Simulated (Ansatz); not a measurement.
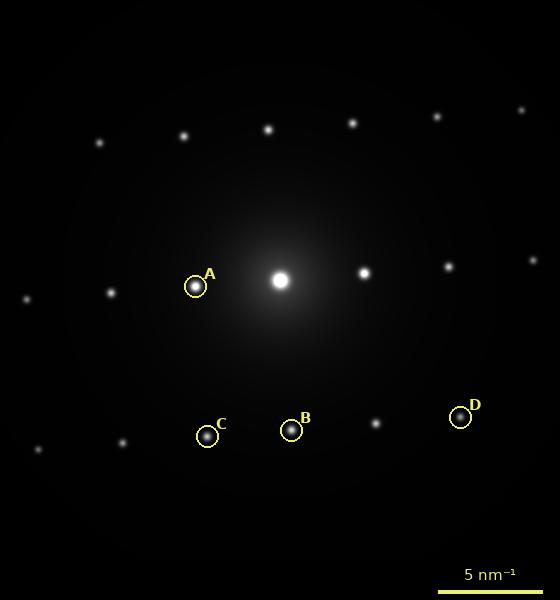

The pattern is a kinematic simulation for 80 kV electrons (no multiple scattering; isotropic B = 0.5 Å²). The zone axis points towards the electron source and the pattern is seen from the source side.

Mo, space group P6_3/mmc (No. 194), a = 2.756 Å, c = 4.900 Å (hexagonal axes). Structure: the input geometry of an electronic-structure calculation (not necessarily at equilibrium); the starting structure was generated, so it need not be a known form of this composition.

```csv
atom,site,symmetry,x,y,z
Mo,2d,-6m2,0.3333,0.6667,0.7500
```

Spot A is indexed 0 0 -2 and spot B -1 2 0.

Q: Give hkl for C, D.

A: C = A + B = -1 2 -2 (d = 1.201 Å). D = −2A + B = -1 2 4 (d = 0.916 Å).

Q: Give [uvw].

A: The cross product of A and B is parallel to [210]; every spot obeys hu + kv + lw = 0.
